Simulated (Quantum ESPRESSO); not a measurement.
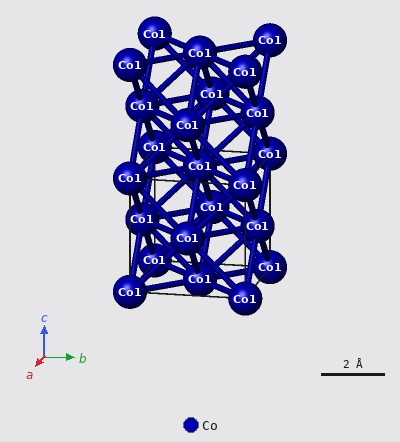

Fig. 1: The structure (ball-and-stick view of the cell 4 times as large as that of the calculation, set on its symmetry axes, repeated 1 × 1 × 2, seen slightly off an axis; atoms are numbered from 1 in the order of the input). Near neighbours in the crystal (not all of them lie inside the picture): Co has 12 Co at 2.68 Å.

## Run report: Co, projected density-of-states run (part 1 of 2)

Co (Fm-3m, 1 atom in the cell), computed with Kohn-Sham DFT of a periodic cell, PBEsol with rVV10, PseudoDojo 0.4.1 SR PBE standard, spin-polarised (Quantum ESPRESSO 7.5).

The structure derives from a Materials Project entry. The geometry was changed: volume scaled by 1.25.

The program's output:
```
This program is part of the open-source Quantum ESPRESSO suite
     for quantum simulation of materials; please cite
         "P. Giannozzi et al., J. Phys.:Condens. Matter 21 395502 (2009);
         "P. Giannozzi et al., J. Phys.:Condens. Matter 29 465901 (2017);
         "P. Giannozzi et al., J. Chem. Phys. 152 154105 (2020);
          URL
     in publications or presentations arising from this work. More details at

     IMPORTANT: XC functional enforced from input :
     Exchange-correlation= SLA+PW+PSX+PSC+VV10
                           (   1   4  10   8  26   0   0)
     Any further DFT definition will be discarded
     Please, verify this is what you really want

     Message from routine setup:
     using ibrav=0 with symmetry is DISCOURAGED, use correct ibrav instead

     Subspace diagonalization in iterative solution of the eigenvalue problem:
     a serial algorithm will be used

     G-vector sticks info
     --------------------
     sticks:   dense  smooth     PW     G-vecs:    dense   smooth      PW
     Sum         673     673    211                11575    11575    2085

     Using Slab Decomposition

     bravais-lattice index     =            0
     lattice parameter (alat)  =       5.0571  a.u.
     unit-cell volume          =      91.4529 (a.u.)^3
     number of atoms/cell      =            1
     number of atomic types    =            1
     number of electrons       =        17.00
     number of Kohn-Sham states=           18
     kinetic-energy cutoff     =      96.0000  Ry
     charge density cutoff     =     384.0000  Ry
     scf convergence threshold =      2.0E-10
     mixing beta               =       0.3000
     number of iterations used =            8  plain     mixing
     Exchange-correlation= SLA+PW+PSX+PSC+VV10
                           (   1   4  10   8  26   0   0)

     celldm(1)=   5.057131  celldm(2)=   0.000000  celldm(3)=   0.000000
     celldm(4)=   0.000000  celldm(5)=   0.000000  celldm(6)=   0.000000

     crystal axes: (cart. coord. in units of alat)
               a(1) = (   0.000000   0.707107   0.707107 )
               a(2) = (   0.707107   0.000000   0.707107 )
               a(3) = (   0.707107   0.707107   0.000000 )

     reciprocal axes: (cart. coord. in units 2 pi/alat)
               b(1) = ( -0.707107  0.707107  0.707107 )
               b(2) = (  0.707107 -0.707107  0.707107 )
               b(3) = (  0.707107  0.707107 -0.707107 )

     PseudoPot. # 1 for Co read from file:
     Co.upf
     Pseudo is Norm-conserving + core correction, Zval = 17.0
     Generated using ONCVPSP code by D. R. Hamann
     Using radial grid of 1388 points,  6 beta functions with:
                l(1) =   0
                l(2) =   0
                l(3) =   1
                l(4) =   1
                l(5) =   2
                l(6) =   2

     atomic species   valence    mass     pseudopotential
     Co               17.00    58.93320     Co( 1.00)

     Starting magnetic structure
     atomic species   magnetization
     Co              0.118

     48 Sym. Ops., with inversion, found

   Cartesian axes

     site n.     atom                  positions (alat units)
         1        Co     tau(   1) = (   0.0000000   0.0000000   0.0000000  )

     number of k points=    84  Fermi-Dirac smearing, width (Ry)=  0.0018
                       cart. coord. in units 2pi/alat
        k(    1) = (   0.0000000   0.0000000   0.0000000), wk =   0.0004552
        k(    2) = (   0.0543928   0.0543928  -0.0543928), wk =   0.0036413
        k(    3) = (   0.1087857   0.1087857  -0.1087857), wk =   0.0036413
        k(    4) = (   0.1631785   0.1631785  -0.1631785), wk =   0.0036413
        k(    5) = (   0.2175713   0.2175713  -0.2175713), wk =   0.0036413
        k(    6) = (   0.2719641   0.2719641  -0.2719641), wk =   0.0036413
        k(    7) = (   0.3263570   0.3263570  -0.3263570), wk =   0.0036413
        k(    8) = (   0.1087857   0.0000000   0.0000000), wk =   0.0027310
        k(    9) = (   0.1631785   0.0543928  -0.0543928), wk =   0.0109240
        k(   10) = (   0.2175713   0.1087857  -0.1087857), wk =   0.0109240
        k(   11) = (   0.2719641   0.1631785  -0.1631785), wk =   0.0109240
        k(   12) = (   0.3263570   0.2175713  -0.2175713), wk =   0.0109240
        k(   13) = (   0.3807498   0.2719641  -0.2719641), wk =   0.0109240
        k(   14) = (  -0.2719641  -0.3807498   0.3807498), wk =   0.0109240
        k(   15) = (  -0.2175713  -0.3263570   0.3263570), wk =   0.0109240
        k(   16) = (  -0.1631785  -0.2719641   0.2719641), wk =   0.0109240
        k(   17) = (  -0.1087857  -0.2175713   0.2175713), wk =   0.0109240
        k(   18) = (  -0.0543928  -0.1631785   0.1631785), wk =   0.0109240
        k(   19) = (   0.0000000  -0.1087857   0.1087857), wk =   0.0054620
        k(   20) = (   0.2175713   0.0000000   0.0000000), wk =   0.0027310
        k(   21) = (   0.2719641   0.0543928  -0.0543928), wk =   0.0109240
        k(   22) = (   0.3263570   0.1087857  -0.1087857), wk =   0.0109240
        k(   23) = (   0.3807498   0.1631785  -0.1631785), wk =   0.0109240
        k(   24) = (   0.4351426   0.2175713  -0.2175713), wk =   0.0109240
        k(   25) = (  -0.2175713  -0.4351426   0.4351426), wk =   0.0109240
        k(   26) = (  -0.1631785  -0.3807498   0.3807498), wk =   0.0109240
        k(   27) = (  -0.1087857  -0.3263570   0.3263570), wk =   0.0109240
        k(   28) = (  -0.0543928  -0.2719641   0.2719641), wk =   0.0109240
        k(   29) = (   0.0000000  -0.2175713   0.2175713), wk =   0.0054620
        k(   30) = (   0.3263570   0.0000000   0.0000000), wk =   0.0027310
        k(   31) = (   0.3807498   0.0543928  -0.0543928), wk =   0.0109240
        k(   32) = (   0.4351426   0.1087857  -0.1087857), wk =   0.0109240
        k(   33) = (   0.4895355   0.1631785  -0.1631785), wk =   0.0109240
        k(   34) = (  -0.1631785  -0.4895355   0.4895355), wk =   0.0109240
        k(   35) = (  -0.1087857  -0.4351426   0.4351426), wk =   0.0109240
        k(   36) = (  -0.0543928  -0.3807498   0.3807498), wk =   0.0109240
        k(   37) = (   0.0000000  -0.3263570   0.3263570), wk =   0.0054620
        k(   38) = (   0.4351426   0.0000000   0.0000000), wk =   0.0027310
        k(   39) = (   0.4895355   0.0543928  -0.0543928), wk =   0.0109240
        k(   40) = (   0.5439283   0.1087857  -0.1087857), wk =   0.0109240
        k(   41) = (  -0.1087857  -0.5439283   0.5439283), wk =   0.0109240
        k(   42) = (  -0.0543928  -0.4895355   0.4895355), wk =   0.0109240
        k(   43) = (   0.0000000  -0.4351426   0.4351426), wk =   0.0054620
        k(   44) = (   0.5439283   0.0000000   0.0000000), wk =   0.0027310
        k(   45) = (   0.5983211   0.0543928  -0.0543928), wk =   0.0109240
        k(   46) = (  -0.0543928  -0.5983211   0.5983211), wk =   0.0109240
        k(   47) = (   0.0000000  -0.5439283   0.5439283), wk =   0.0054620
        k(   48) = (   0.6527140   0.0000000   0.0000000), wk =   0.0027310
        k(   49) = (   0.0000000  -0.6527140   0.6527140), wk =   0.0054620
        k(   50) = (   0.2175713   0.1087857   0.0000000), wk =   0.0109240
        k(   51) = (   0.2719641   0.1631785  -0.0543928), wk =   0.0218480
        k(   52) = (   0.3263570   0.2175713  -0.1087857), wk =   0.0218480
        k(   53) = (   0.3807498   0.2719641  -0.1631785), wk =   0.0218480
        k(   54) = (  -0.2719641  -0.3807498   0.4895355), wk =   0.0218480
        k(   55) = (   0.3263570   0.1087857   0.0000000), wk =   0.0109240
        k(   56) = (   0.3807498   0.1631785  -0.0543928), wk =   0.0218480
        k(   57) = (   0.4351426   0.2175713  -0.1087857), wk =   0.0218480
        k(   58) = (  -0.2175713  -0.4351426   0.5439283), wk =   0.0218480
        k(   59) = (  -0.1631785  -0.3807498   0.4895355), wk =   0.0218480
        k(   60) = (  -0.1087857  -0.3263570   0.4351426), wk =   0.0218480
        k(   61) = (  -0.0543928  -0.2719641   0.3807498), wk =   0.0218480
        k(   62) = (   0.0000000  -0.2175713   0.3263570), wk =   0.0109240
        k(   63) = (   0.4351426   0.1087857   0.0000000), wk =   0.0109240
        k(   64) = (   0.4895355   0.1631785  -0.0543928), wk =   0.0218480
        k(   65) = (  -0.1631785  -0.4895355   0.5983211), wk =   0.0218480
        k(   66) = (  -0.1087857  -0.4351426   0.5439283), wk =   0.0218480
        k(   67) = (  -0.0543928  -0.3807498   0.4895355), wk =   0.0218480
        k(   68) = (   0.0000000  -0.3263570   0.4351426), wk =   0.0109240
        k(   69) = (   0.5439283   0.1087857   0.0000000), wk =   0.0109240
        k(   70) = (  -0.1087857  -0.5439283   0.6527140), wk =   0.0218480
        k(   71) = (  -0.0543928  -0.4895355   0.5983211), wk =   0.0218480
        k(   72) = (   0.0000000  -0.4351426   0.5439283), wk =   0.0109240
        k(   73) = (  -0.0543928  -0.5983211   0.7071068), wk =   0.0109240
        k(   74) = (   0.0000000  -0.5439283   0.6527140), wk =   0.0109240
        k(   75) = (   0.4351426   0.2175713   0.0000000), wk =   0.0109240
        k(   76) = (  -0.2175713  -0.4351426   0.6527140), wk =   0.0218480
        k(   77) = (  -0.1631785  -0.3807498   0.5983211), wk =   0.0218480
        k(   78) = (  -0.1631785  -0.4895355   0.7071068), wk =   0.0109240
        k(   79) = (  -0.1087857  -0.4351426   0.6527140), wk =   0.0218480
        k(   80) = (  -0.0543928  -0.3807498   0.5983211), wk =   0.0218480
        k(   81) = (   0.0000000  -0.3263570   0.5439283), wk =   0.0109240
        k(   82) = (  -0.0543928  -0.4895355   0.7071068), wk =   0.0109240
        k(   83) = (   0.0000000  -0.4351426   0.6527140), wk =   0.0109240
        k(   84) = (  -0.0543928  -0.3807498   0.7071068), wk =   0.0109240

     Dense  grid:    11575 G-vectors     FFT dimensions: (  32,  32,  32)

     Generating pointlists ...
     new r_m :   0.4125 (alat units)  2.0861 (a.u.) for type    1

     Initial potential from superposition of free atoms

     starting charge      16.9997, renormalised to      17.0000

Carrying out rVV10 run using the following parameters:
Nqs =      20    Nr_points =    1024   r_max =   100.000
b_value =  6.30000    beta =  0.00901
     q_mesh =  0.00010000  0.00030000  0.00058939  0.00100810
               0.00161396  0.00249058  0.00375900  0.00559430
               0.00824984  0.01209221  0.01765183  0.02569619
               0.03733578  0.05417739  0.07854596  0.11380545
               0.16482331  0.23864234  0.34545298  0.50000000

Gradients computed in Reciprocal space

     Starting wfcs are   10 randomized atomic wfcs +    8 random wfcs

     Self-consistent Calculation

     iteration #  1     ecut=    96.00 Ry     beta= 0.30
     Davidson diagonalization with overlap
     ethr =  1.00E-02,  avg # of iterations =  5.6

     Threshold (ethr) on eigenvalues was too large:
     Diagonalizing with lowered threshold

     Davidson diagonalization with overlap
     ethr =  1.08E-04,  avg # of iterations =  2.0

     total energy              =    -305.38187810 Ry
     estimated scf accuracy    <       0.01862006 Ry

     total magnetization       =     1.79 Bohr mag/cell
     absolute magnetization    =     1.84 Bohr mag/cell

     iteration #  2     ecut=    96.00 Ry     beta= 0.30
     Davidson diagonalization with overlap
     ethr =  1.10E-04,  avg # of iterations =  1.1

     total energy              =    -305.38550363 Ry
     estimated scf accuracy    <       0.00645569 Ry

     total magnetization       =     1.79 Bohr mag/cell
     absolute magnetization    =     1.86 Bohr mag/cell

     iteration #  3     ecut=    96.00 Ry     beta= 0.30
     Davidson diagonalization with overlap
     ethr =  3.80E-05,  avg # of iterations =  1.1

     total energy              =    -305.38775077 Ry
     estimated scf accuracy    <       0.00297285 Ry

     total magnetization       =     1.80 Bohr mag/cell
     absolute magnetization    =     1.90 Bohr mag/cell

     iteration #  4     ecut=    96.00 Ry     beta= 0.30
     Davidson diagonalization with overlap
     ethr =  1.75E-05,  avg # of iterations =  1.1

     total energy              =    -305.38844169 Ry
     estimated scf accuracy    <       0.00024591 Ry

     total magnetization       =     1.83 Bohr mag/cell
     absolute magnetization    =     1.98 Bohr mag/cell

     iteration #  5     ecut=    96.00 Ry     beta= 0.30
     Davidson diagonalization with overlap
     ethr =  1.45E-06,  avg # of iterations =  2.2

     total energy              =    -305.38857612 Ry
     estimated scf accuracy    <       0.00002104 Ry

     total magnetization       =     1.85 Bohr mag/cell
     absolute magnetization    =     2.02 Bohr mag/cell

     iteration #  6     ecut=    96.00 Ry     beta= 0.30
     Davidson diagonalization with overlap
     ethr =  1.24E-07,  avg # of iterations =  1.2

     total energy              =    -305.38858095 Ry
     estimated scf accuracy    <       0.00000481 Ry

     total magnetization       =     1.85 Bohr mag/cell
     absolute magnetization    =     2.03 Bohr mag/cell

     iteration #  7     ecut=    96.00 Ry     beta= 0.30
     Davidson diagonalization with overlap
     ethr =  2.83E-08,  avg # of iterations =  1.0

     total energy              =    -305.38858149 Ry
     estimated scf accuracy    <       0.00000007 Ry

     total magnetization       =     1.85 Bohr mag/cell
     absolute magnetization    =     2.03 Bohr mag/cell

     iteration #  8     ecut=    96.00 Ry     beta= 0.30
     Davidson diagonalization with overlap
     ethr =  4.04E-10,  avg # of iterations =  2.0

     total energy              =    -305.38858156 Ry
     estimated scf accuracy    <       0.00000004 Ry

     total magnetization       =     1.85 Bohr mag/cell
     absolute magnetization    =     2.03 Bohr mag/cell

     iteration #  9     ecut=    96.00 Ry     beta= 0.30
     Davidson diagonalization with overlap
     ethr =  2.26E-10,  avg # of iterations =  1.8

     total energy              =    -305.38858158 Ry
     estimated scf accuracy    <          3.3E-09 Ry

     total magnetization       =     1.85 Bohr mag/cell
     absolute magnetization    =     2.03 Bohr mag/cell

     iteration # 10     ecut=    96.00 Ry     beta= 0.30
     Davidson diagonalization with overlap
     ethr =  1.97E-11,  avg # of iterations =  1.0

     total energy              =    -305.38858158 Ry
     estimated scf accuracy    <          1.8E-09 Ry

     total magnetization       =     1.85 Bohr mag/cell
     absolute magnetization    =     2.03 Bohr mag/cell

     iteration # 11     ecut=    96.00 Ry     beta= 0.30
     Davidson diagonalization with overlap
     ethr =  1.04E-11,  avg # of iterations =  1.6

     Magnetic moment per site  (integrated on atomic sphere of radius R)
     atom   1 (R=0.412)  charge= 15.7528  magn=  1.9272

     End of self-consistent calculation

     Number of k-points >= 100: set verbosity='high' to print the bands.

     the Fermi energy is    14.5366 ev
```
